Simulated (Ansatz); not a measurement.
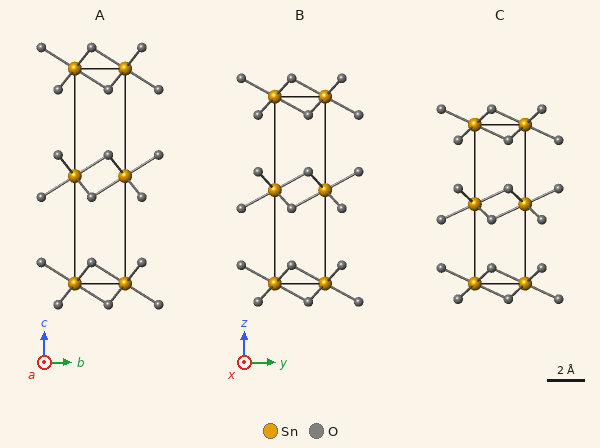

Energy scan for solid SnO2 (P6_3/mmc), in which the cell is strained along z alone, with the atoms kept at their fractional coordinates. x, y and z are the Cartesian axes of the input. A ball-and-stick model of the cell of the calculation, repeated 1 × 1 × 1 with one cell outlined, seen along the a axis.

Method: DFT PBE+D3(BJ), scalar-relativistic, plane waves, PAW in Ansatz. Settings: plane-wave cutoff 420 eV; k-point mesh 12 × 12 × 4; occupations gaussian; smearing width 0.05 eV; no spin polarisation. Energies (free energies at the smearing named) are counted from the relaxed crystal.

Order these geometries by energy, lowest first.

Answer. Lowest first: B (the strain 0.00, 0.0 meV/atom), A (the strain 0.15, 104.8 meV/atom), C (the strain −0.15, 141.0 meV/atom). Over the whole scan: of the computed points the lowest is at the strain 0.00, 0.0 meV/atom. At the ends of the scan the energy is 141.0 meV/atom (−0.15) and 104.8 meV/atom (0.15). The distortion keeps the space group P6_3/mmc. At the strain −0.15 the cell of the drawing goes c 10.343 → 8.791 Å.
